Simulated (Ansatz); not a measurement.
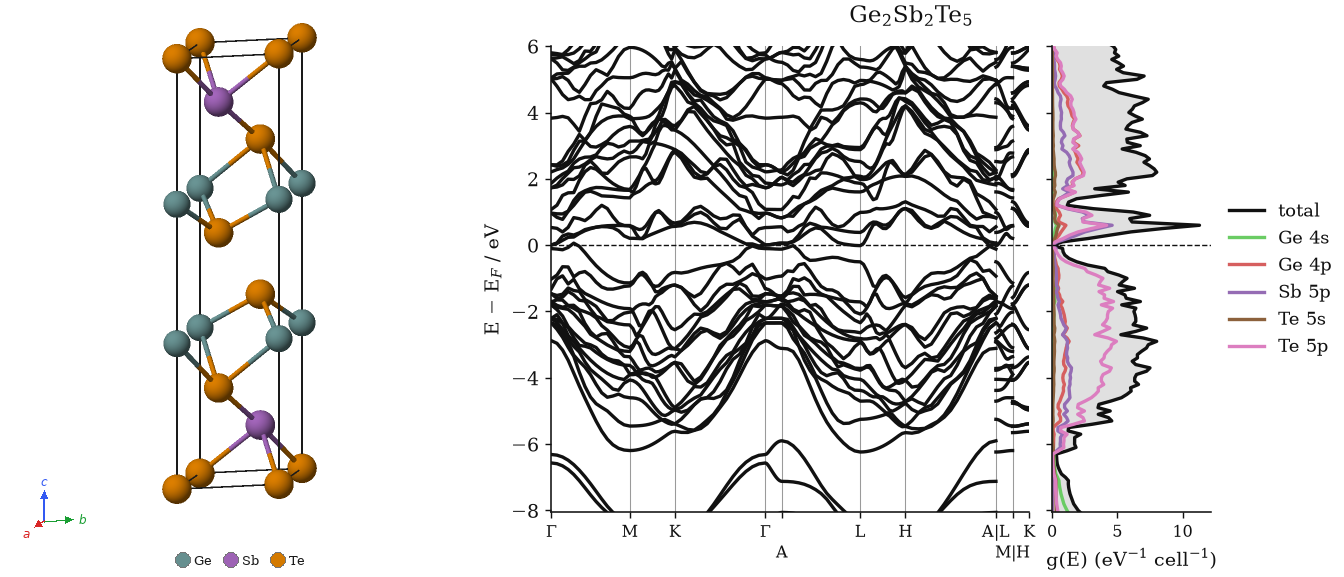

Band structure and density of states, beside the structure. Energies are counted from the Fermi level. The partial curves are projected on Löwdin-orthogonalised atomic shells; they sum to less than the total at higher energies, where shells without a projector contribute.

This input was run:

```
crystal:
  lattice:
    - [4.2017340676, 0.0, 0.0]
    - [-2.1008670338, 3.6388084425, 0.0]
    - [0.0, 0.0, 17.1060849635]
  atoms:
    - { symbol: Ge, position: [0.0, 0.0, 0.338107607] }
    - { symbol: Ge, position: [0.0, 0.0, 0.661892393] }
    - { symbol: Sb, position: [0.3333333333, 0.6666666667, 0.1166940746] }
    - { symbol: Sb, position: [0.6666666667, 0.3333333333, 0.8833059254] }
    - { symbol: Te, position: [0.0, 0.0, 0.0] }
    - { symbol: Te, position: [0.3333333333, 0.6666666667, 0.7810582625] }
    - { symbol: Te, position: [0.6666666667, 0.3333333333, 0.2189417375] }
    - { symbol: Te, position: [0.3333333333, 0.6666666667, 0.4206821737] }
    - { symbol: Te, position: [0.6666666667, 0.3333333333, 0.5793178263] }
basis:
  ecutwfc: 420
kpoints:
  mp_grid: { grid: [12, 12, 2] }
  band_path:
    path:
      - [[0.0, 0.0, 0.0], [0.5, 0.0, 0.0], [0.33333333, 0.33333333, 0.0], [0.0, 0.0, 0.0], [0.0, 0.0, 0.5], [0.5, 0.0, 0.5], [0.33333333, 0.33333333, 0.5], [0.0, 0.0, 0.5]]
      - [[0.5, 0.0, 0.5], [0.5, 0.0, 0.0]]
      - [[0.33333333, 0.33333333, 0.5], [0.33333333, 0.33333333, 0.0]]
    npoints: 14
hamiltonian:
  xc: pbesol
scf:
  occupations: { method: gaussian, width: 0.1 }
  n_extra_bands: 22
output:
  forces: true
  stress: true
  eigenvalues: true
  populations: true
  dos: { projected: true, de: 0.02, nscf_kmesh: { grid: [18, 18, 3] } }
  bader: true
  write_density: true
  write_potential: true
  elf: true
  volumetric_format: npy
```

Launched with:
```bash
ansatz run input.yaml --threads 2 --pin off --max-ram 5120MiB --backend cpu --events-out ev --progress --plain --runs-dir out
```

**Is there a gap at the Fermi level?**

A metal: bands cross the Fermi level along this path.

**Which levels at H lie nearest to the Fermi level?**

At H the nearest levels lie 1.58 eV below and 1.10 eV above the Fermi level.
